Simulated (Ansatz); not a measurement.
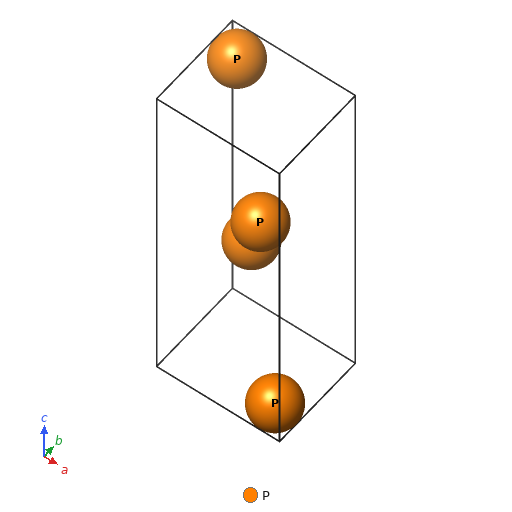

System: a slab cut from P (slab content P₁₈), space group Cmce (No. 64). The picture shows the bulk cell.

The given structure:
```yaml
crystal:
  lattice:
    - [1.64980, -5.50995, 0.00000]
    - [1.64980, 5.50995, 0.00000]
    - [0.00000, 0.00000, 4.55530]
  atoms:
    - { symbol: P, position: [0.09543, 0.90457, 0.91156] }
    - { symbol: P, position: [0.59543, 0.40457, 0.58844] }
    - { symbol: P, position: [0.90457, 0.09543, 0.08844] }
    - { symbol: P, position: [0.40457, 0.59543, 0.41156] }
```

Input of one of the runs behind the figure:
```
crystal:
  lattice:
    - [5.6247752664, 0.0, 0.0]
    - [-0.9678046313, 5.6696380056, 0.0]
    - [0.0, 0.0, 27.0297891977]
  atoms:
    - { symbol: P, position: [0.0286839832, 0.8295667302, 0.2774716423] }
    - { symbol: P, position: [0.6463051458, 0.2815054335, 0.3382172271] }
    - { symbol: P, position: [0.2657035264, 0.301152915, 0.3552123625] }
    - { symbol: P, position: [0.0842747317, 0.9209914123, 0.3565542895] }
    - { symbol: P, position: [0.7036731123, 0.9406388939, 0.373549425] }
    - { symbol: P, position: [0.3212942749, 0.3925775971, 0.4342950097] }
    - { symbol: P, position: [0.9406926555, 0.4122250787, 0.4512901451] }
    - { symbol: P, position: [0.7592638607, 0.032063576, 0.4526320722] }
    - { symbol: P, position: [0.3786622413, 0.0517110575, 0.4696272076] }
    - { symbol: P, position: [0.996283404, 0.5036497608, 0.5303727924] }
    - { symbol: P, position: [0.6156817846, 0.5232972424, 0.5473679278] }
    - { symbol: P, position: [0.4342529898, 0.1431357396, 0.5487098549] }
    - { symbol: P, position: [0.0536513704, 0.1627832212, 0.5657049903] }
    - { symbol: P, position: [0.671272533, 0.6147219245, 0.626450575] }
    - { symbol: P, position: [0.2906709136, 0.634369406, 0.6434457105] }
    - { symbol: P, position: [0.1092421189, 0.2542079033, 0.6447876375] }
    - { symbol: P, position: [0.7286404995, 0.2738553849, 0.6617827729] }
    - { symbol: P, position: [0.3462616621, 0.7257940881, 0.7225283577] }
basis:
  ecutwfc: 500
kpoints:
  mp_grid: { grid: [6, 6, 1] }
hamiltonian:
  xc: r2scan
scf:
  occupations: { method: gaussian, width: 0.05 }
output:
  forces: true
  eigenvalues: true
  write_density: true
  write_potential: true
  elf: true
  volumetric_format: npy
relax:
  adjacent_minimum: "off"
  f_tol: 0.02
  max_steps: 60
efield:
  axis: 3
  dipole_correction: true
  ramp_width: 0.04
```

Run as:
```bash
ansatz run input.yaml --threads 2 --pin off --max-ram 5120MiB --backend cpu --events-out ev --progress --plain --runs-dir out
```

Calculation (Ansatz 0.2.0): spacing and rumpling of the atomic planes of a slab cut from the relaxed bulk cell along the Miller plane (conventional indices), bottom to top, after all atoms relax, plane waves with PAW datasets, Γ-centred k mesh. Level: r2SCAN, no spin polarisation.

```json
{"setting": "space group in which the indices count", "value": "64"}
{"setting": "Miller index h", "value": "1"}
{"setting": "Miller index k", "value": "1"}
{"setting": "Miller index l", "value": "1"}
{"setting": "top plane", "value": "P"}
{"setting": "bottom plane", "value": "P"}
{"setting": "planes", "value": "14"}
{"setting": "surface cell", "value": "(1, 1)"}
{"setting": "slab thickness as cut", "value": "12.03 Å"}
{"setting": "vacuum", "value": "15 Å"}
{"setting": "surface area", "value": "31.89 Å²"}
{"setting": "surface a", "value": "5.625 Å"}
{"setting": "surface b", "value": "5.752 Å"}
{"setting": "surface angle", "value": "99.7 °"}
{"setting": "slab atoms", "value": "18"}
{"setting": "wave cutoff", "value": "500 eV"}
{"setting": "k mesh", "value": "6×6×1"}
{"setting": "occupations", "value": "Gaussian"}
{"setting": "smearing width", "value": "0.05 eV"}
{"setting": "boundary", "value": "dipole corrected"}
```

What does the calculation give for the spacing change of each pair of planes? The cases: 1–2; 2–3; 3–4; 4–5; 5–6; 6–7; 7–8; 8–9; 9–10; 10–11; 11–12; 12–13; 13–14.

The least value, −1.469 Å, is that of 1–2 and 13–14, and the largest, 0.531 Å, that of 2–3 and 12–13. In rising order: 1–2 (−1.469), 13–14 (−1.469), 3–4 (−0.231), 11–12 (−0.231), 7–8 (−0.105), 5–6 (−0.019), 9–10 (−0.019), 4–5 (0.024), 10–11 (0.024), 6–7 (0.059), 8–9 (0.059), 2–3 (0.531), 12–13 (0.531), in Å. The spacing to next, in Å, is 0.173 for 1–2, 1.009 for 2–3, 0.246 for 3–4, 1.666 for 4–5, 0.458 for 5–6, 0.536 for 6–7, 1.537 for 7–8, 0.536 for 8–9, 0.458 for 9–10, 1.666 for 10–11, 0.246 for 11–12, 1.009 for 12–13 and 0.173 for 13–14. The content of the two planes is P and P for 1–2, P and P2 for 2–3, P2 and P for 3–4, P and P for 4–5, P and P2 for 5–6, P2 and P for 6–7, P and P for 7–8, P and P2 for 8–9, P2 and P for 9–10, P and P for 10–11, P and P2 for 11–12, P2 and P for 12–13 and P and P for 13–14.

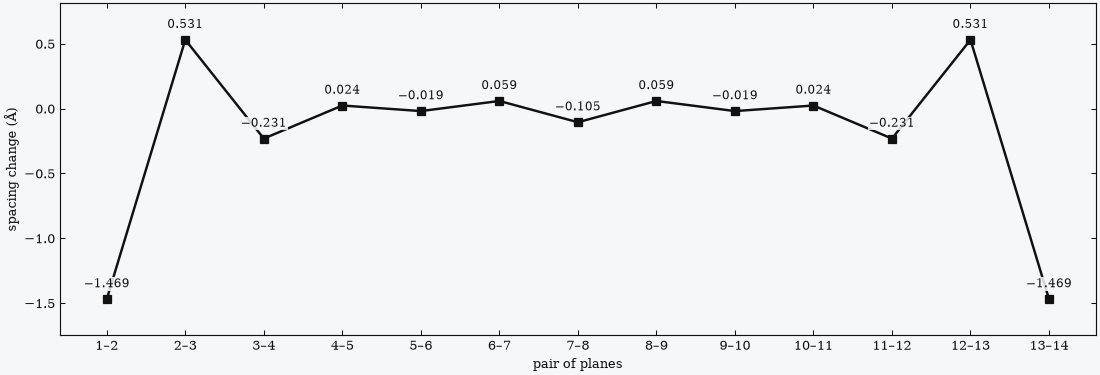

Limits of the calculation: a crossing between the sampled k points may be missed; xc potential rough in thin density.
